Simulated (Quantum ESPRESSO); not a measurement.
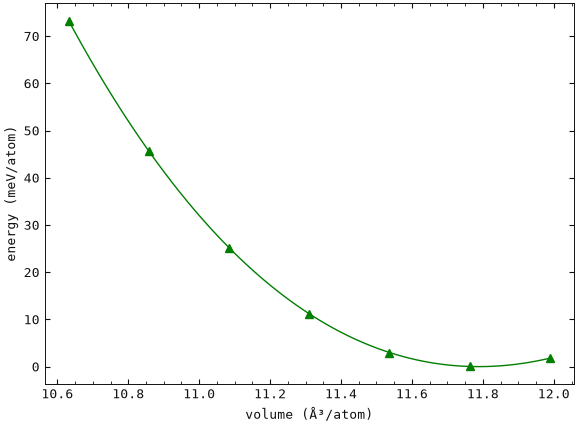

The plot gives the computed energy against volume.

How it was computed, with Quantum ESPRESSO 7.5: plane-wave DFT, no spin polarisation; energies at scaled volumes of the given cell, shape and fractions fixed, counted from the fit's minimum, third-order Birch-Murnaghan fit. Level: PBE.

Question: For which of these solids was it computed?
A. Hf, P6_3/mmc (No. 194)
B. Pd, Fm-3m (No. 225)
C. GaN, P6_3mc (No. 186)

Answer: C, GaN: energy from 0.05 meV/atom to 73.31 meV/atom, V0 11.79 Å³/atom, B0 172 GPa. The others give: Hf, energy from 0.27 meV/atom to 36.27 meV/atom, V0 22.52 Å³/atom, B0 108 GPa; Pd, energy from 0.03 meV/atom to 88.63 meV/atom, V0 15.31 Å³/atom, B0 169 GPa.

For GaN, limits of the calculation: shape and atomic fractions are frozen while scaling, which makes layered, chain and framework solids too stiff.

For Hf, limits of the calculation: shape and atomic fractions are frozen while scaling, which makes layered, chain and framework solids too stiff.
